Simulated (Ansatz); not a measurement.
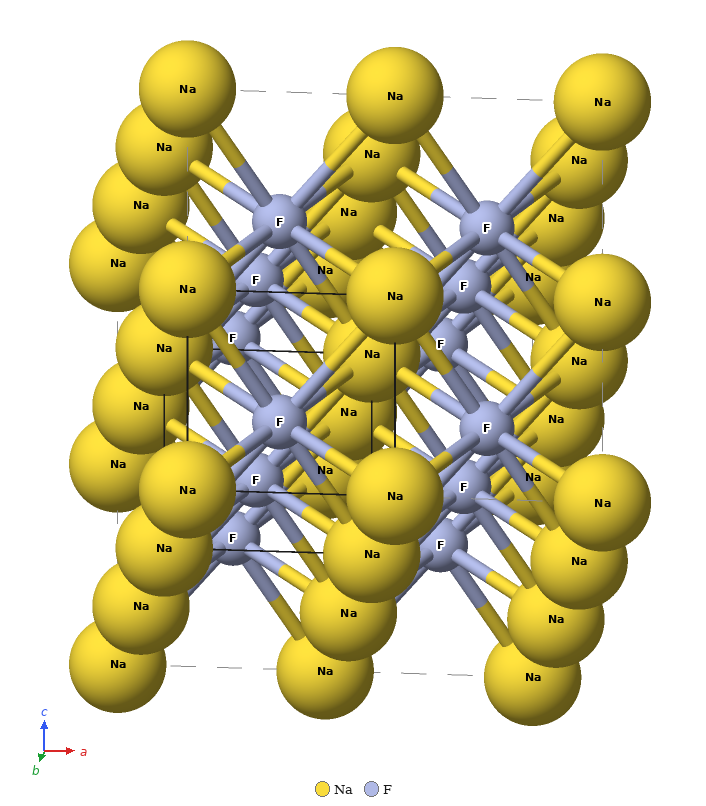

Crystal structure, ball-and-stick style, seen from a general direction. The solid frame is a single conventional unit cell within a 2×3×2 block.

NaF, space group Pm-3m (No. 221), a = 2.79 Å, b = 2.79 Å, c = 2.79 Å, α = 90.00°, β = 90.00°, γ = 90.00°.

Setup: G0W0 on HSE06, plane waves, PAW (Ansatz); a 420 eV plane-wave basis, a 4×4×4 sampling of the Brillouin zone, no spin polarisation.

**How large a gap does the method give, if there is one?**

An insulator at this level, with a gap of 8.33 eV, indirect; the smallest direct gap is 8.69 eV.

The cell started as a structure type filled with these elements by a generator (whether the compound takes this form wasn't checked). Earlier steps of the study may have refined or changed the cell and positions. A calculation with Ansatz used it as input.
